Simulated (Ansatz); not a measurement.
## Geometry relaxation, with input and output: Bi

System: Bi (R-3m, 2 atoms in the cell).
Method: DFT PBE+D3(BJ), scalar-relativistic, plane waves, PAW, no spin polarisation (Ansatz 0.2.0).

The structure derives from an entry of the Crystallography Open Database. It belongs to a series of runs on one base structure; here: volume × 1.06, shape and atoms relaxed. Figures and captions count atoms from 1; the log counts them from 0 in places.

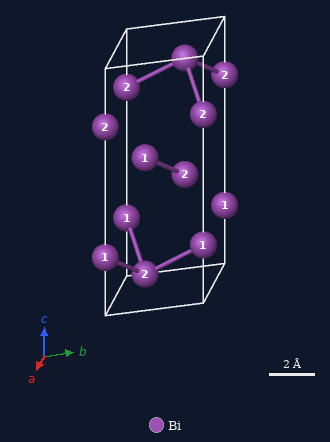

**Figure 1.** The input geometry (ball-and-stick view of the cell 3 times as large as that of the calculation, set on its symmetry axes, seen at an oblique angle; atoms are numbered from 1 in the order of the input). An atom can appear more than once, as a periodic image. Near neighbours in the periodic cell (some may lie outside the picture): Bi has 3 Bi at 3.13 Å.

## Key numbers

| quantity | value |
| --- | --- |
| outcome | converged |
| space group (tolerance 0.01 Å) | R-3m (166) |
| electrons treated | 30 |
| free energy | −24793.9730 eV |
| Fermi energy | 9.116 eV |
| gap on the k-point mesh | none (metallic) |
| pressure | −1.81 GPa |
| final volume | 73.28 Å³ |
| largest force (length of the vector) at the end | 0.001 eV/Å |
| final cell | a = 4.822 Å, b = 4.822 Å, c = 4.822 Å, α = 56.72°, β = 56.72°, γ = 56.72° |
| hardware | 1 thread of Arm Neoverse V2, 24 GiB of memory available, shared host |
| wall time | 79 s |
| peak memory | 0.51 GiB |

## Remarks

Spin–orbit coupling is left out, which matters for Bi.

## The input
```yaml
crystal:
  lattice:
    - [2.3012029916, 1.3286001667, 3.9944403557]
    - [-2.3012029916, 1.3286001667, 3.9944403557]
    - [0.0, -2.6572003333, 3.9944403557]
  atoms:
    - { symbol: Bi, position: [0.2355840033, 0.2355840033, 0.2355840033] }
    - { symbol: Bi, position: [0.7644159967, 0.7644159967, 0.7644159967] }
basis:
  ecutwfc: 420
kpoints:
  mp_grid: { grid: [12, 12, 12] }
hamiltonian:
  xc: pbe
  dispersion: d3bj
scf:
  occupations: { method: gaussian, width: 0.1 }
output:
  forces: true
  stress: true
  eigenvalues: true
relax:
  adjacent_minimum: "off"
  f_tol: 0.01
  max_steps: 30
  cell: { stress_tol: 0.1, fix: [volume] }
```

Run as:
```bash
ansatz run input.yaml --threads 1 --pin off --max-ram 2560MiB --backend cpu --events-out ev --progress --plain --runs-dir out
```

## Output
```
Engine: ansatz 0.2.0, aarch64-unknown-linux-gnu
Pseudopotentials: kind: paw
Pseudopotential: Bi, paw, valence charge 15, recommended cutoff 420 eV (normal), Bi.paw.azcp
Functional definition: PBE
  parameter kappa = 0.804
  parameter beta = 0.06672455060314922
  exchange = pbe_x(kappa = kappa, mu = beta*pi^2/3)
  correlation = pbe_c(beta = beta)
Crystal: 2 atoms, lattice volume = 73.275 Å³
Basis set: ecut = 420 eV, 1423 PW (Γ), exchange–correlation on 72×72×72 points (8 copies of the dense FFT grid, shifted against one another)
Bands: 19, of which v1, the nominal top of the filled ones, is band 15 counted from 1 (14 counted from 0)
Symmetry: 12 space group operations
Space group: R-3m (ITA 166), of the structure as read, at distance tolerance 4.2e-5 Å
k-points: 189 of 1728
Non-local potential: Bi, projectors of the file, l = 0: 2, l = 1: 2, l = 2: 2, l = 3: 2
PAW form: soft (Blöchl's): semilocal exchange-correlation on the pseudo side does not see the compensation charge
PAW one-centre angular grid: Bi, 590 points (default); XC on 64 Gauss nodes
Initial density: superposition of atomic densities (neutral atoms: chi_scale 0, normalization atom), corrected by the library's trained network
Initial wavefunctions: pseudopotential atomic-orbital guess
Functional: x = pbe(κ = 0.804, μ = 0.2195149727645171), c = pbe(β = 0.06672455060314922)
SCF iter   1: F=—  HF=-24793.971150 eV  |F-HF|=—  |Δ(HF+E_count)|=         —  Δρ=1.41e-3  dr2=1.29e-3  ethr=1.77e-3  ⟨swp⟩=6.1  Hψ=17673  notcnv=0
preconditioner: auto → none  [insulator: Δε(μ)=0.112 eV  Ē_g=20.187 eV  σ=0.100 eV  W_gap=0.53  n_scr=14 (ndim 8)  ℏωp=23.8 eV  f_vac=0.006  D(μ)=0.25/eV (n_scr^D=0)  ε∞_Penn≈2.4]
SCF iter   2: F=—  HF=-24793.970253 eV  |F-HF|=—  |Δ(HF+E_count)|=   8.97e-4  Δρ=6.88e-4  dr2=2.52e-4  ethr=4.31e-6  ⟨swp⟩=2.2  Hψ=8001  notcnv=0
SCF iter   3: F=—  HF=-24793.970345 eV  |F-HF|=—  |Δ(HF+E_count)|=   9.17e-5  Δρ=3.17e-4  dr2=4.21e-5  ethr=8.40e-7  ⟨swp⟩=3.0  Hψ=6437  notcnv=0
SCF iter   4: F=—  HF=-24793.970392 eV  |F-HF|=—  |Δ(HF+E_count)|=   4.73e-5  Δρ=3.98e-5  dr2=9.25e-7  ethr=1.40e-7  ⟨swp⟩=2.0  Hψ=4522  notcnv=0
iter 5 did not close the SCF: its close was put off for the readings that it lacked (scf_convergence_deferred on its scf_iter line)
SCF iter   5: F=-24793.970392 eV  HF=-24793.970392 eV  |F-HF|=2.75e-8  |Δ(HF+E_count)|=   1.06e-7  Δρ=7.24e-6  dr2=2.91e-8  ethr=3.08e-9  ⟨swp⟩=2.0  Hψ=6429  notcnv=0
SCF iter   6: F=-24793.970392 eV  HF=-24793.970392 eV  |F-HF|=1.26e-9  |Δ(HF+E_count)|=   1.35e-8  Δρ=1.65e-6  dr2=1.76e-9  ethr=9.69e-11  ⟨swp⟩=3.1  Hψ=15011  notcnv=0
SCF 1 converged in 6 iterations: F = -24793.970392 eV  dr2 = 1.76e-9
  greatest PAW one-centre occupation: 0.987 electrons in one spin orbital (limit 2), on the Bi atom at site 1 (counted from 0), in its partial waves of l = 2
relax step   1: F+E_penalty+E_count = -24793.97039194 eV  Δ(F+E_penalty+E_count) = +0.000e0 eV  max|allowed force component| = 1.130e-1 eV/Å  Δτ_max = 0.0000 Å  P = -2.199 GPa  Ω = 73.275 Å³  fix = [volume]  reactions: volume -2.199 GPa  (6 SCF iters, dr2 threshold 1.00e-7 eV, accepted)
Initial density: handed on by an earlier stage of this run
Initial wavefunctions: those handed on with the density
iter 1 solved again at ethr=7.65e-7 eV; its pass at ethr=3.10e-3 eV (dr2=2.30e-4 eV) is discarded
SCF iter   1: F=—  HF=-24793.972323 eV  |F-HF|=—  |Δ(HF+E_count)|=         —  Δρ=6.19e-4  dr2=2.39e-4  ethr=7.65e-7  ⟨swp⟩=3.0  Hψ=21991  notcnv=0
preconditioner: auto → Kerker (q_TF=auto, 2.351 Å⁻¹)  [metal: Δε(μ)=0.105 eV  Ē_g=20.216 eV  σ=0.100 eV  W_gap=0.47  n_scr=14 (ndim 8)  ℏωp=23.8 eV  f_vac=0.003  D(μ)=0.23/eV (n_scr^D=0)]
SCF iter   2: F=—  HF=-24793.972299 eV  |F-HF|=—  |Δ(HF+E_count)|=   2.45e-5  Δρ=3.81e-4  dr2=9.21e-5  ethr=7.65e-7  ⟨swp⟩=1.0  Hψ=3591  notcnv=0
SCF iter   3: F=—  HF=-24793.972276 eV  |F-HF|=—  |Δ(HF+E_count)|=   2.26e-5  Δρ=6.63e-5  dr2=6.00e-6  ethr=3.07e-7  ⟨swp⟩=2.3  Hψ=5167  notcnv=0
SCF iter   4: F=—  HF=-24793.972276 eV  |F-HF|=—  |Δ(HF+E_count)|=   6.44e-7  Δρ=3.06e-5  dr2=9.66e-7  ethr=2.00e-8  ⟨swp⟩=2.4  Hψ=5651  notcnv=0
SCF iter   5: F=-24793.972276 eV  HF=-24793.972276 eV  |F-HF|=6.25e-8  |Δ(HF+E_count)|=   2.98e-7  Δρ=9.31e-6  dr2=9.37e-8  ethr=6.67e-10  ⟨swp⟩=6.4  Hψ=18072  notcnv=0
SCF 2 converged in 5 iterations: F = -24793.972276 eV  dr2 = 9.37e-8
relax step   2: F+E_penalty+E_count = -24793.97227588 eV  Δ(F+E_penalty+E_count) = -1.884e-3 eV  max|allowed force component| = 2.237e-2 eV/Å  Δτ_max = 0.0187 Å  P = -1.861 GPa  Ω = 73.275 Å³  fix = [volume]  reactions: volume -1.861 GPa  (5 SCF iters, dr2 threshold 2.00e-7 eV, accepted)
iter 1 solved again at ethr=2.00e-7 eV; its pass at ethr=3.10e-3 eV (dr2=5.99e-5 eV) is discarded
SCF iter   1: F=—  HF=-24793.972791 eV  |F-HF|=—  |Δ(HF+E_count)|=         —  Δρ=1.09e-4  dr2=1.21e-5  ethr=2.00e-7  ⟨swp⟩=3.0  Hψ=23580  notcnv=0
preconditioner: auto → Kerker (q_TF=auto, 2.351 Å⁻¹)  [metal: Δε(μ)=0.093 eV  Ē_g=20.209 eV  σ=0.100 eV  W_gap=0.43  n_scr=14 (ndim 8)  ℏωp=23.8 eV  f_vac=0.004  D(μ)=0.23/eV (n_scr^D=0)]
SCF iter   2: F=—  HF=-24793.972792 eV  |F-HF|=—  |Δ(HF+E_count)|=   6.55e-7  Δρ=7.39e-5  dr2=6.42e-6  ethr=4.03e-8  ⟨swp⟩=1.0  Hψ=3591  notcnv=0
SCF iter   3: F=—  HF=-24793.972791 eV  |F-HF|=—  |Δ(HF+E_count)|=   1.92e-7  Δρ=1.43e-5  dr2=3.54e-7  ethr=2.14e-8  ⟨swp⟩=2.0  Hψ=4208  notcnv=0
SCF iter   4: F=-24793.972792 eV  HF=-24793.972791 eV  |F-HF|=1.44e-8  |Δ(HF+E_count)|=   1.22e-8  Δρ=4.56e-6  dr2=1.50e-8  ethr=4.69e-10  ⟨swp⟩=6.1  Hψ=17285  notcnv=0
SCF 3 converged in 4 iterations: F = -24793.972792 eV  dr2 = 1.50e-8
relax step   3: F+E_penalty+E_count = -24793.97279151 eV  Δ(F+E_penalty+E_count) = -5.156e-4 eV  max|allowed force component| = 2.685e-3 eV/Å  Δτ_max = 0.0012 Å  P = -1.856 GPa  Ω = 73.275 Å³  energy of the carried Pulay correction = -2.129e-18 eV  fix = [volume]  reactions: volume -1.856 GPa  (4 SCF iters, dr2 threshold 1.41e-7 eV, accepted)
Basis set: ecut = 420 eV, 1441 PW (Γ), exchange–correlation on 72×72×72 points (8 copies of the dense FFT grid, shifted against one another)
iter 1 solved again at ethr=3.95e-7 eV; its pass at ethr=3.10e-3 eV (dr2=1.18e-4 eV) is discarded
SCF iter   1: F=—  HF=-24793.972521 eV  |F-HF|=—  |Δ(HF+E_count)|=         —  Δρ=4.25e-4  dr2=1.13e-4  ethr=3.95e-7  ⟨swp⟩=3.0  Hψ=23783  notcnv=0
preconditioner: auto → Kerker (q_TF=auto, 2.351 Å⁻¹)  [metal: Δε(μ)=0.049 eV  Ē_g=20.221 eV  σ=0.100 eV  W_gap=0.27  n_scr=14 (ndim 8)  ℏωp=23.8 eV  f_vac=0.004  D(μ)=0.24/eV (n_scr^D=0)]
SCF iter   2: F=—  HF=-24793.972515 eV  |F-HF|=—  |Δ(HF+E_count)|=   6.88e-6  Δρ=2.66e-4  dr2=5.22e-5  ethr=3.78e-7  ⟨swp⟩=1.0  Hψ=3591  notcnv=0
SCF iter   3: F=—  HF=-24793.972513 eV  |F-HF|=—  |Δ(HF+E_count)|=   1.30e-6  Δρ=4.58e-5  dr2=3.62e-6  ethr=1.74e-7  ⟨swp⟩=2.6  Hψ=5924  notcnv=0
SCF iter   4: F=—  HF=-24793.972497 eV  |F-HF|=—  |Δ(HF+E_count)|=   1.66e-5  Δρ=1.34e-5  dr2=1.95e-7  ethr=1.21e-8  ⟨swp⟩=2.2  Hψ=4848  notcnv=0
SCF iter   5: F=-24793.972497 eV  HF=-24793.972497 eV  |F-HF|=2.29e-8  |Δ(HF+E_count)|=   1.53e-7  Δρ=4.04e-6  dr2=1.47e-8  ethr=1.25e-10  ⟨swp⟩=6.7  Hψ=18086  notcnv=0
SCF 4 converged in 5 iterations: F = -24793.972497 eV  dr2 = 1.47e-8
relax step   4: F+E_penalty+E_count = -24793.97249690 eV  Δ(F+E_penalty+E_count) = +2.946e-4 eV  max|allowed force component| = 5.568e-2 eV/Å  Δτ_max = 0.0093 Å  P = -1.608 GPa  Ω = 73.275 Å³  fix = [volume]  (5 SCF iters, dr2 threshold 3.75e-8 eV, rejected (line search))
Basis set: ecut = 420 eV, 1435 PW (Γ), exchange–correlation on 72×72×72 points (8 copies of the dense FFT grid, shifted against one another)
iter 1 solved again at ethr=4.51e-7 eV; its pass at ethr=3.10e-3 eV (dr2=1.35e-4 eV) is discarded
SCF iter   1: F=—  HF=-24793.972988 eV  |F-HF|=—  |Δ(HF+E_count)|=         —  Δρ=3.23e-4  dr2=6.22e-5  ethr=4.51e-7  ⟨swp⟩=3.0  Hψ=23448  notcnv=0
preconditioner: auto → Kerker (q_TF=auto, 2.351 Å⁻¹)  [metal: Δε(μ)=0.030 eV  Ē_g=20.206 eV  σ=0.100 eV  W_gap=0.17  n_scr=14 (ndim 8)  ℏωp=23.8 eV  f_vac=0.004  D(μ)=0.24/eV (n_scr^D=0)]
SCF iter   2: F=—  HF=-24793.972983 eV  |F-HF|=—  |Δ(HF+E_count)|=   4.63e-6  Δρ=1.98e-4  dr2=2.58e-5  ethr=2.07e-7  ⟨swp⟩=1.0  Hψ=3591  notcnv=0
SCF iter   3: F=—  HF=-24793.972982 eV  |F-HF|=—  |Δ(HF+E_count)|=   6.26e-7  Δρ=3.32e-5  dr2=1.70e-6  ethr=8.60e-8  ⟨swp⟩=2.7  Hψ=5905  notcnv=0
SCF iter   4: F=—  HF=-24793.972992 eV  |F-HF|=—  |Δ(HF+E_count)|=   9.75e-6  Δρ=1.19e-5  dr2=1.81e-7  ethr=5.67e-9  ⟨swp⟩=2.5  Hψ=4971  notcnv=0
SCF iter   5: F=—  HF=-24793.972992 eV  |F-HF|=—  |Δ(HF+E_count)|=   8.17e-8  Δρ=3.39e-6  dr2=1.08e-8  ethr=6.04e-10  ⟨swp⟩=2.1  Hψ=4678  notcnv=0
SCF iter   6: F=—  HF=-24793.972992 eV  |F-HF|=—  |Δ(HF+E_count)|=   1.69e-8  Δρ=8.83e-7  dr2=7.18e-10  ethr=3.59e-11  ⟨swp⟩=2.0  Hψ=4539  notcnv=0
SCF iter   7: F=-24793.972992 eV  HF=-24793.972992 eV  |F-HF|=0.00e0  |Δ(HF+E_count)|=  9.31e-10  Δρ=2.19e-7  dr2=6.96e-11  ethr=1.00e-12  ⟨swp⟩=5.6  Hψ=14126  notcnv=0
SCF 5 converged in 7 iterations: F = -24793.972992 eV  dr2 = 6.96e-11
relax step   5: F+E_penalty+E_count = -24793.97299213 eV  Δ(F+E_penalty+E_count) = -2.006e-4 eV  max|allowed force component| = 8.268e-4 eV/Å  Δτ_max = 0.0010 Å  P = -1.806 GPa  Ω = 73.275 Å³  fix = [volume]  reactions: volume -1.806 GPa  (7 SCF iters, accepted)
Initial wavefunctions: pseudopotential atomic-orbital guess (no wavefunctions were taken with the density)
iter 1 solved again at ethr=2.04e-7 eV; its pass at ethr=3.10e-3 eV (dr2=6.12e-5 eV) is discarded
SCF iter   1: F=—  HF=-24793.972912 eV  |F-HF|=—  |Δ(HF+E_count)|=         —  Δρ=7.73e-5  dr2=1.02e-7  ethr=2.04e-7  ⟨swp⟩=3.9  Hψ=28197  notcnv=0
preconditioner: auto → Kerker (q_TF=auto, 2.351 Å⁻¹)  [metal: Δε(μ)=0.031 eV  Ē_g=20.210 eV  σ=0.100 eV  W_gap=0.17  n_scr=14 (ndim 8)  ℏωp=23.8 eV  f_vac=0.004  D(μ)=0.24/eV (n_scr^D=0)]
SCF iter   2: F=—  HF=-24793.972969 eV  |F-HF|=—  |Δ(HF+E_count)|=   5.68e-5  Δρ=3.92e-5  dr2=2.66e-8  ethr=3.40e-10  ⟨swp⟩=2.5  Hψ=5844  notcnv=0
SCF iter   3: F=—  HF=-24793.972989 eV  |F-HF|=—  |Δ(HF+E_count)|=   2.03e-5  Δρ=4.66e-7  dr2=9.16e-11  ethr=8.85e-11  ⟨swp⟩=2.0  Hψ=4091  notcnv=0
SCF iter   4: F=-24793.972989 eV  HF=-24793.972989 eV  |F-HF|=1.56e-10  |Δ(HF+E_count)|=  3.31e-10  Δρ=2.10e-7  dr2=1.62e-11  ethr=1.00e-12  ⟨swp⟩=6.8  Hψ=18854  notcnv=0
SCF 6 converged in 4 iterations: F = -24793.972989 eV  dr2 = 1.62e-11
relax step   6: F+E_penalty+E_count = -24793.97298882 eV  Δ(F+E_penalty+E_count) = +3.315e-6 eV  max|allowed force component| = 8.198e-4 eV/Å  Δτ_max = 0.0000 Å  P = -1.806 GPa  Ω = 73.275 Å³  fix = [volume]  reactions: volume -1.806 GPa  stress off target by 1.43e-2 GPa on what of the cell is left free  SCF on the basis re-selected at this cell (its energy is not comparable with the rows above)  (4 SCF iters)
```

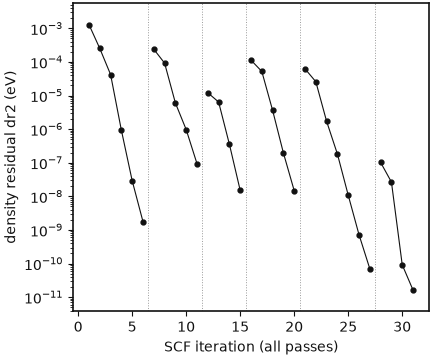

**Figure 2.** Convergence of the self-consistent field: density residual dr2 against the SCF iteration. The dotted lines part the SCF passes of the relaxation: geometry steps, rejected trials and re-solves on a re-selected basis. The 6 passes take 4 to 7 iterations each, 31 in all.

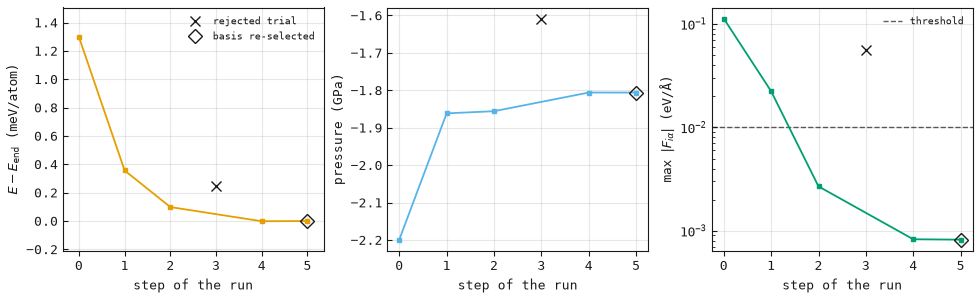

**Figure 3.** Progress of the relaxation, step by step (the first geometry is step 0 here and step 1 in the log).

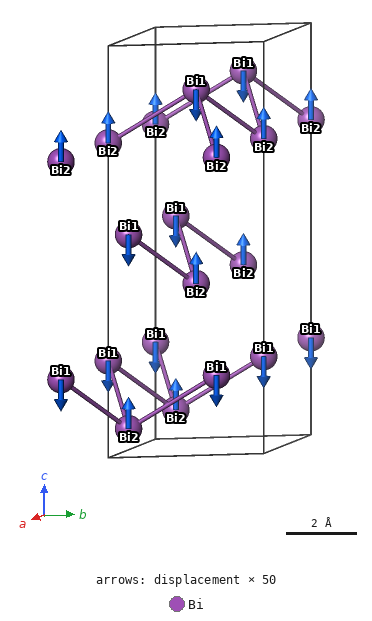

**Figure 4.** The starting structure with the displacements (without the part carried along by the change of the cell) as blue arrows, magnified 50 times (ball-and-stick view of the cell 3 times as large as that of the calculation, set on its symmetry axes, repeated 2 × 1 × 1, seen slightly off an axis). The largest moves relative to the cell, 0.019 Å, are those of Bi1 and Bi2. The drawn cell changes at constant volume: a = b 4.602 → 4.581 Å (−0.5 %), c 11.983 → 12.096 Å (+0.9 %). Distances before and after: Bi1–Bi2 3.129 → 3.107 Å. The space group stays R-3m (No. 166). The energy falls by 1.3 meV per atom in 4 geometry steps. The largest force component goes from 0.11 to 0.00082 eV/Å. The pressure goes from −2.20 to −1.81 GPa. The line search rejected the trial step at point 3 (counted from 0) and went back. A last SCF at the same geometry on a re-selected plane-wave basis shifts the energy by +0.0 meV per atom. (Atoms are counted from 1 in the order of the input.)

```
basis re-selected at this cell: Δ(F+E_penalty+E_count) = +3.315e-6 eV, ΔP = -0.000 GPa vs the last step (what re-selecting the basis moved, of the pressure what is left beyond the Pulay correction that the steps carried, after the strain that the cell walked since its last selection, with what the two solves' SCF thresholds leave and, on support functions, any second-order correction that the steps lacked; it is no measure of the basis error at this ecutwfc). This SCF's stress stands 1.43e-2 GPa from its target on what of the cell is left free (relax.cell.stress_tol is 1.00e-1 GPa) and its largest allowed force component is 8.20e-4 eV/Å (relax.f_tol is 1.00e-2 eV/Å): within both
SCF converged after 4 iterations
Free energy (F): -24793.972989 eV
Harris-Foulkes:  -24793.972989 eV  (|F-HF|=1.56e-10)
Internal energy: -24793.971785 eV  (E = F + TS)
E sigma→0 (E₀):  -24793.972387 eV
Entropy (-TS):   -0.001204 eV (-0.602 meV/atom)
Fermi energy:    9.116055 eV
--- Per-component energies (eV) ---
  E_band       = -233.565354
  E_kinetic    = 604.011145
  E_local      = -3173.233915  (includes V_loc(G=0)·N_el)
  E_nonlocal   = 1118.892495
  E_hartree    = 1038.289728
  E_xc         = -301.835702
  E_vxc        = -287.553637  (∫ρ·V_xc dr)
  E_paw        = -21326.454411  (= ΣΔE_a)
  E_vpaw       = -572.259977  (= ΣTr[D̂ρ^β])
  E_aug_tail   = -0.000876  (compensation charges beyond the density's cutoff)
  E_ewald      = -2752.769976
  E_disp       = -0.870273  (pairwise vdW)
  E_smearing   = -0.001204  (= −TS)
  E_closure    = 0.000000  (closes the sum)
  Σ components = -24793.972989   (vs F -24793.972989, Δ=0.00e0)
--- Forces (eV/Å), atoms counted from 1 ---
  atom   1  Bi     0.00000000    -0.00000000    -0.00081980
  atom   2  Bi     0.00000000     0.00000000     0.00081980
  max |Σ_I F_I| component: 1.85e-17 eV/Å
--- Stress (GPa, compression-positive) ---
       -1.813079       0.000000       0.000000
        0.000000      -1.813079       0.000000
        0.000000       0.000000      -1.791559
  P = ⅓ Tr σ = -1.8059 GPa (-18.059 kbar)
--- Band table (eV; the first three rows and the last of 189) ---
  k-point 0: bands = ["-13.7351", "-13.7351", "-13.6005", "-13.6005", "-13.5865", "-13.4372", "-13.4287", "-13.4287", "-13.3169", "-13.3169", "-3.6912", "1.5393", "7.6616", "8.0237", "8.0237", "11.5858", "12.0099", "12.0099", "14.7375"]
  k-point 1: bands = ["-13.7307", "-13.7293", "-13.5986", "-13.5971", "-13.5836", "-13.4399", "-13.4315", "-13.4305", "-13.3233", "-13.3215", "-3.6289", "1.4038", "7.6979", "8.0048", "8.0158", "11.4915", "11.6845", "11.8578", "14.4807"]
  k-point 2: bands = ["-13.7181", "-13.7123", "-13.5934", "-13.5872", "-13.5747", "-13.4487", "-13.4398", "-13.4351", "-13.3417", "-13.3347", "-3.4437", "1.0259", "7.7597", "7.9990", "8.0034", "10.9098", "11.3060", "11.4724", "14.2169"]
  k-point 188: bands = ["-13.6571", "-13.6571", "-13.5711", "-13.5711", "-13.5533", "-13.4676", "-13.4524", "-13.4524", "-13.4026", "-13.4026", "-2.5607", "-0.6810", "8.2716", "8.6026", "8.6026", "9.8603", "9.8839", "9.8839", "16.0136"]
--- Relaxed structure (5 steps of the walk, 4 accepted, 1 SCFs on fresh bases) ---
  F+E_penalty+E_count = -24793.97298882 eV   max|allowed force component| = 8.198e-4 eV/Å   (the final SCF, on the basis selected at the relaxed cell)
  cell:  # Å, volume = 73.2751 Å³
    - [2.290459767026275, 1.3223975630774507, 4.031999461410212]
    - [-2.290459767026275, 1.3223975630774507, 4.031999461410212]
    - [7.470037556331767e-34, -2.644795126104431, 4.031999461426764]
  atoms:
    - { symbol: Bi, position: [0.23404025995799346, 0.23404025995799346, 0.23404025995799346] }
    - { symbol: Bi, position: [0.7659597400420066, 0.7659597400420066, 0.7659597400420065] }
```

## Trajectory as extended XYZ (Å, eV, eV/Å), 6 frames, from step=1 to step=6
```
2
Lattice="2.3012 1.3286 3.9944 -2.3012 1.3286 3.9944 0.0000 -2.6572 3.9944" Properties=species:S:1:pos:R:3:forces:R:3 step=1 energy=-24793.97039 pressure_GPa=-2.20
Bi    0.0000    0.0000    2.8231    0.0000   0.0000  -0.1130
Bi    0.0000    0.0000    9.1602    0.0000   0.0000   0.1130
2
Lattice="2.2999 1.3279 3.9989 -2.2999 1.3279 3.9989 0.0000 -2.6557 3.9989" Properties=species:S:1:pos:R:3:forces:R:3 step=2 energy=-24793.97228 pressure_GPa=-1.86
Bi    0.0000    0.0000    2.8075    0.0000   0.0000   0.0224
Bi    0.0000    0.0000    9.1893    0.0000   0.0000  -0.0224
2
Lattice="2.2954 1.3252 4.0147 -2.2954 1.3252 4.0147 0.0000 -2.6505 4.0147" Properties=species:S:1:pos:R:3:forces:R:3 step=3 energy=-24793.97279 pressure_GPa=-1.86
Bi    0.0000    0.0000    2.8198    0.0000   0.0000   0.0027
Bi    0.0000    0.0000    9.2242    0.0000   0.0000  -0.0027
2
Lattice="2.2853 1.3194 4.0503 -2.2853 1.3194 4.0503 0.0000 -2.6388 4.0503" Properties=species:S:1:pos:R:3:forces:R:3 step=4 energy=-24793.97250 pressure_GPa=-1.61 accepted=F
Bi    0.0000    0.0000    2.8353    0.0000   0.0000   0.0557
Bi    0.0000    0.0000    9.3155    0.0000   0.0000  -0.0557
2
Lattice="2.2905 1.3224 4.0320 -2.2905 1.3224 4.0320 0.0000 -2.6448 4.0320" Properties=species:S:1:pos:R:3:forces:R:3 step=5 energy=-24793.97299 pressure_GPa=-1.81
Bi    0.0000    0.0000    2.8310    0.0000   0.0000  -0.0008
Bi    0.0000    0.0000    9.2650    0.0000   0.0000   0.0008
2
Lattice="2.2905 1.3224 4.0320 -2.2905 1.3224 4.0320 0.0000 -2.6448 4.0320" Properties=species:S:1:pos:R:3:forces:R:3 step=6 energy=-24793.97299 pressure_GPa=-1.81
Bi    0.0000    0.0000    2.8310    0.0000   0.0000  -0.0008
Bi    0.0000    0.0000    9.2650    0.0000   0.0000   0.0008
```
